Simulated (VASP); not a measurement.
**Geometry relaxation, with input and output: MnS (part 2 of 4)**

The same run, continued: MnS (4 atoms in the cell); Kohn-Sham DFT of a periodic cell, LDA, VASP PAW LDA potentials, recommended, spin-polarised (VASP 6.6.1); cutoff 350 eV, 4×4×4 k-mesh, Gaussian smearing of 0.02 eV, collinear spins. The structure derives from an entry of the Crystallography Open Database.

Geometry of the input (Å; fractional positions):
```
0.0000  2.6045  -2.6045
0.0000  2.6045  2.6045
5.2090  0.0000  0.0000
Mn 0.0000  0.0000  0.0000
Mn 0.5000  0.5000  0.5000
S  -0.0000  1.0000  0.5000
S  0.5000  1.5000  1.0000
```

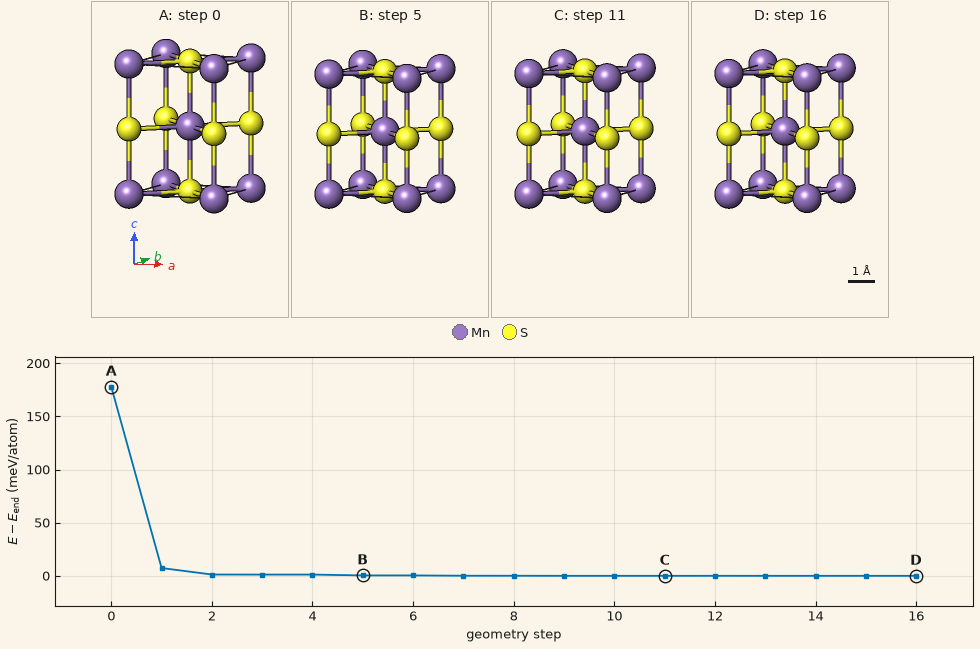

Frames of the relaxation (ball-and-stick view of the cell of the calculation, seen slightly off an axis) above the curves, on which the letters mark them (steps are counted from 0).

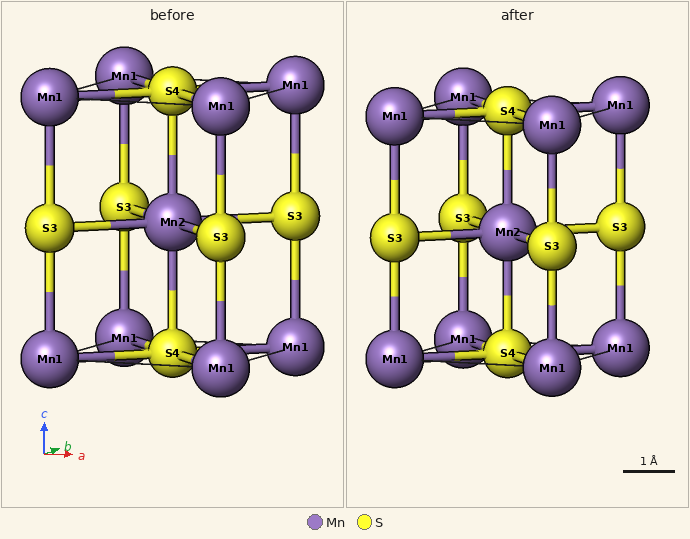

Before (left) and after (right) the relaxation, at one scale (ball-and-stick view of the cell of the calculation, seen slightly off an axis). The energy falls by 178 meV per atom in 16 geometry steps. All forces vanish by symmetry, so only the cell relaxes. The atoms keep their places relative to the cell (all moves are under 0.005 Å). The drawn cell changes as follows: a = b 3.683 → 3.386 Å (−8.1 %), c 5.209 → 4.827 Å (−7.3 %); the volume changes by −21.7 %. Distances before and after: Mn1–S4 2.604 → 2.394 Å, Mn1–S3 2.604 → 2.413 Å. The space group (tolerance 0.01 Å) goes from Fm-3m (No. 225) to I4/mmm (No. 139). (Atoms are counted from 1 in the order of the input.)

**Parts of OUTCAR**
```
PREC = Accurate
   ENCUT = 350
   EDIFF = 1E-7
   ISMEAR = 0
   LREAL = False
   LASPH = True
   NELM = 150
   ISIF = 3
   ISPIN = 2
   LORBIT = 11
   GGA = CA
   IBRION = 2
   NSW = 80
   EDIFFG = -0.002

 ion  position               nearest neighbor table
   1  0.000  0.000  0.000-   3 2.60   4 2.60   3 2.60   4 2.60   4 2.60   4 2.60
   2  0.500  0.500  0.500-   3 2.60   4 2.60   4 2.60   3 2.60   3 2.60   3 2.60
   3  0.000  0.000  0.500-   1 2.60   2 2.60   1 2.60   2 2.60   2 2.60   2 2.60
   4  0.500  0.500  0.000-   1 2.60   2 2.60   2 2.60   1 2.60   1 2.60   1 2.60

  LATTYP: Found a simple tetragonal cell.
 ALAT       =     3.6833192232
 C/A-ratio  =     1.4142135624

  Lattice vectors:

 A1 = (   0.0000000000,   2.6045000000,  -2.6045000000)
 A2 = (   0.0000000000,   2.6045000000,   2.6045000000)
 A3 = (   5.2090000000,   0.0000000000,   0.0000000000)

Analysis of symmetry for initial positions (statically):
=====================================================================
 Subroutine PRICEL returns following result:

  LATTYP: Found a face centered cubic cell.
 ALAT       =     5.2090000000

  Lattice vectors:

 A1 = (  -2.6045000000,  -2.6045000000,   0.0000000000)
 A2 = (  -2.6045000000,   0.0000000000,  -2.6045000000)
 A3 = (  -0.0000000000,  -2.6045000000,  -2.6045000000)

   2 primitive cells build up your supercell.

 Routine SETGRP: Setting up the symmetry group for a
 simple tetragonal supercell.

 Subroutine GETGRP returns: Found 16 space group operations
 (whereof 16 operations were pure point group operations)
 out of a pool of 16 trial point group operations.

The static configuration has the point symmetry D_4h.

Analysis of symmetry for dynamics (positions and initial velocities):
=====================================================================
 Subroutine PRICEL returns following result:

  LATTYP: Found a face centered cubic cell.
 ALAT       =     5.2090000000

  Lattice vectors:

 A1 = (  -2.6045000000,  -2.6045000000,   0.0000000000)
 A2 = (  -2.6045000000,   0.0000000000,  -2.6045000000)
 A3 = (  -0.0000000000,  -2.6045000000,  -2.6045000000)

   2 primitive cells build up your supercell.

 Routine SETGRP: Setting up the symmetry group for a
 simple tetragonal supercell.

 Subroutine GETGRP returns: Found 16 space group operations
 (whereof 16 operations were pure point group operations)
 out of a pool of 16 trial point group operations.

The dynamic configuration has the point symmetry D_4h.

Analysis of structural, dynamic, and magnetic symmetry:
=====================================================================
 Subroutine PRICEL returns following result:

  LATTYP: Found a face centered cubic cell.
 ALAT       =     5.2090000000

  Lattice vectors:

 A1 = (  -2.6045000000,  -2.6045000000,   0.0000000000)
 A2 = (  -2.6045000000,   0.0000000000,  -2.6045000000)
 A3 = (  -0.0000000000,  -2.6045000000,  -2.6045000000)

   2 primitive cells build up your supercell.

 Routine SETGRP: Setting up the symmetry group for a
 simple tetragonal supercell.

 Subroutine GETGRP returns: Found 16 space group operations
 (whereof 16 operations were pure point group operations)
 out of a pool of 16 trial point group operations.

The overall configuration has the point symmetry D_4h.

 Subroutine INISYM returns: Found 16 space group operations
 (whereof 16 operations are pure point group operations),
 and found     2 'primitive' translations

----------------------------------------------------------------------------------------

                                     Primitive cell

  volume of cell :      35.3348

  direct lattice vectors                    reciprocal lattice vectors
    -2.604500000 -2.604500000  0.000000000    -0.191975427 -0.191975427  0.191975427
    -2.604500000  0.000000000 -2.604500000    -0.191975427  0.191975427 -0.191975427
    -0.000000000 -2.604500000 -2.604500000     0.191975427 -0.191975427 -0.191975427

  length of vectors
     3.683319223  3.683319223  3.683319223     0.332511194  0.332511194  0.332511194

  position of ions in fractional coordinates (direct lattice)
     0.000000000  0.000000000  0.000000000
     0.500000000  0.500000000  0.500000000

  ion indices of the primitive-cell ions
   primitive index   ion index
                 1           1
                 2           3

----------------------------------------------------------------------------------------

 KPOINTS: Automatic mesh

Automatic generation of k-mesh.
 Grid dimensions read from file:
 generate k-points for:    4    4    4

 Generating k-lattice:

  Cartesian coordinates                     Fractional coordinates (reciprocal lattice)
     0.000000000  0.047993857 -0.047993857     0.250000000  0.000000000  0.000000000
     0.000000000  0.047993857  0.047993857     0.000000000  0.250000000  0.000000000
     0.047993857  0.000000000  0.000000000     0.000000000  0.000000000  0.250000000

  Length of vectors
     0.067873563  0.067873563  0.047993857

  Shift w.r.t. Gamma in fractional coordinates (k-lattice)
     0.000000000  0.000000000  0.000000000

 Subroutine IBZKPT returns following result:
 ===========================================

 Found     18 irreducible k-points:

 Following reciprocal coordinates:
            Coordinates               Weight
  0.000000  0.000000  0.000000      1.000000
  0.250000  0.000000  0.000000      4.000000
  0.500000  0.000000  0.000000      2.000000
  0.250000  0.250000  0.000000      4.000000
  0.500000  0.250000  0.000000      4.000000
  0.500000  0.500000  0.000000      1.000000
  0.000000  0.000000  0.250000      2.000000
  0.250000  0.000000  0.250000      8.000000
  0.500000  0.000000  0.250000      4.000000
  0.250000  0.250000  0.250000      8.000000
  0.500000  0.250000  0.250000      8.000000
  0.500000  0.500000  0.250000      2.000000
  0.000000  0.000000  0.500000      1.000000
  0.250000  0.000000  0.500000      4.000000
  0.500000  0.000000  0.500000      2.000000
  0.250000  0.250000  0.500000      4.000000
  0.500000  0.250000  0.500000      4.000000
  0.500000  0.500000  0.500000      1.000000
   k-points           NKPTS =     18   k-points in BZ     NKDIM =     18   number of bands    NBANDS=     23
   number of dos      NEDOS =    301   number of ions     NIONS =      4
   total plane-waves  NPLWV =  18432
   dimension x,y,z NGX =    24 NGY =   24 NGZ =   32
   dimension x,y,z NGXF=    48 NGYF=   48 NGZF=   64
   ions per type =               2   2
   NGX,Y,Z   is equivalent  to a cutoff of  10.83, 10.83, 10.21 a.u.
   NGXF,Y,Z  is equivalent  to a cutoff of  21.66, 21.66, 20.43 a.u.
 SYSTEM =  unknown system
   PREC   = accura    normal or accurate (medium, high low for compatibility)
   ISTART =      0    job   : 0-new  1-cont  2-samecut
   ICHARG =      2    charge: 1-file 2-atom 10-const
   ISPIN  =      2    spin polarized calculation?
   LNONCOLLINEAR =      F non collinear calculations
   LSORBIT =      F    spin-orbit coupling
   LASPH  =      T    aspherical Exc in radial PAW
   ENCUT  =  350.0 eV  25.72 Ry    5.07 a.u.   5.62  5.62  7.95*2*pi/ulx,y,z
   NELM   =    150;   NELMIN=  2; NELMDL= -5     # of ELM steps
   EDIFF  = 0.1E-06   stopping-criterion for ELM
   LREAL  =      F    real-space projection
   EDIFFG = -.2E-02   stopping-criterion for IOM
   NSW    =     80    number of steps for IOM
   IBRION =      2    ionic relax: 0-MD 1-quasi-New 2-CG
   NFREE  =      1    steps in history (QN), initial steepest desc. (CG)
   ISIF   =      3    stress and relaxation
   ISYM   =      2    0-nonsym 1-usesym 2-fastsym
   POTIM  = 0.5000    time-step for ionic-motion
   TEBEG  =    0.0;   TEEND  =   0.0 temperature during run
   PSTRESS=    0.0 pullay stress
   NELECT =      38.0000    total number of electrons
   NUPDOWN=      -1.0000    fix difference up-down
   EMIN   =  10.00;   EMAX   =-10.00  energy-range for DOS
   EFERMI =   0.00;   METHOD = LEGACY
   ISMEAR =     0;   SIGMA  =   0.02  broadening in eV -4-tet -1-fermi 0-gaus
   EFERMI_NEDOS =   21; number of points for ismear=-14 and -15
   IALGO  =     38    algorithm
   IMIX   =      4    mixing-type and parameters
     AMIX     =   0.40;   BMIX     =  1.00
     AMIX_MAG =   1.60;   BMIX_MAG =  1.00
  volume/ion in A,a.u.               =      17.67       119.23
  Fermi-wavevector in a.u.,A,eV,Ry     =   1.331246  2.515690 24.112464  1.772216
  Thomas-Fermi vector in A             =   2.460272
   LORBIT       =     11    0 simple, 1 ext, 2 COOP (PROOUT), +10 PAW based schemes
   GGA     = CA    functional components
   LHFCALC =     F    Hartree Fock is set to
   AEXX    =    0.0000 exact exchange contribution
   IVDW    =     0    specifies the selected vdW correction
   LEPSILON=     F    determine dielectric tensor
   LRPA    =     F    only Hartree local field effects (RPA)
 conjugate gradient relaxation of ions
 spin polarized calculation
 Gauss-broadening in eV      SIGMA  =   0.02
  energy-cutoff  :      350.00
  volume of cell :       70.67
 maximum number of plane-waves:      1088
 NGX is ok and might be reduce to    24
   NGX = 11   NGY = 11   NGZ = 15

--------------------------------------- Ionic step        1  -------------------------------------------

 number of electron      37.9999993 magnetization      -0.0000000

 number of electron      37.9999993 magnetization       0.0000000

 Free energy of the ion-electron system (eV)
  ---------------------------------------------------
  ext. energy  EPLUGINS =         0.00000000
  ---------------------------------------------------
  free energy    TOTEN  =       -29.99464615 eV

  energy without entropy =      -29.99332875  energy(sigma->0) =      -29.99398745

------------------------ aborting loop because EDIFF is reached ----------------------------------------

  FORCE on cell =-STRESS in cart. coord.  units (eV):
  Direction    XX          YY          ZZ          XY          YZ          ZX
  --------------------------------------------------------------------------------------
  -------------------------------------------------------------------------------------
  Total       -5.5824106     -5.3088623     -5.3088623     -0.0000000      0.0000000     -0.0000000
  in kB     -126.5608201   -120.3591103   -120.3591103     -0.0000000      0.0000000     -0.0000000
  external PRESSURE =    -122.4263469 kB  Pullay stress =       0.0000000 kB

 VOLUME and BASIS-vectors are now :
 -----------------------------------------------------------------------------
  energy-cutoff  :      350.00
  volume of cell :       70.67
      direct lattice vectors                 reciprocal lattice vectors
     0.000000000  2.604500000 -2.604500000     0.000000000  0.191975427 -0.191975427
     0.000000000  2.604500000  2.604500000     0.000000000  0.191975427  0.191975427
     5.209000000  0.000000000  0.000000000     0.191975427  0.000000000  0.000000000

 POSITION                                       TOTAL-FORCE (eV/Angst)
 -----------------------------------------------------------------------------------
      0.00000      0.00000      0.00000         0.000000     -0.000000      0.000000
      2.60450      2.60450      0.00000        -0.000000     -0.000000     -0.000000
      2.60450      0.00000      0.00000         0.000000      0.000000     -0.000000
      0.00000      2.60450      0.00000         0.000000      0.000000      0.000000
 -----------------------------------------------------------------------------------
    total drift:                               -0.000000      0.000000      0.000000

  FREE ENERGIE OF THE ION-ELECTRON SYSTEM (eV)
  ---------------------------------------------------
  free  energy   TOTEN  =       -29.9946461544 eV

  energy  without entropy=      -29.9933287453  energy(sigma->0) =      -29.99398745

--------------------------------------- Ionic step        2  -------------------------------------------

 number of electron      38.0000035 magnetization      -0.0000000

 number of electron      38.0000035 magnetization       0.0000000

------------------------ aborting loop because EDIFF is reached ----------------------------------------

  FORCE on cell =-STRESS in cart. coord.  units (eV):
  Direction    XX          YY          ZZ          XY          YZ          ZX
  --------------------------------------------------------------------------------------
  -------------------------------------------------------------------------------------
  Total       -0.2616453     -1.5960785     -1.5960785     -0.0000000      0.0000000      0.0000000
  in kB       -7.2599898    -44.2871032    -44.2871032     -0.0000000      0.0000000      0.0000000
  external PRESSURE =     -31.9447321 kB  Pullay stress =       0.0000000 kB

 VOLUME and BASIS-vectors are now :
```
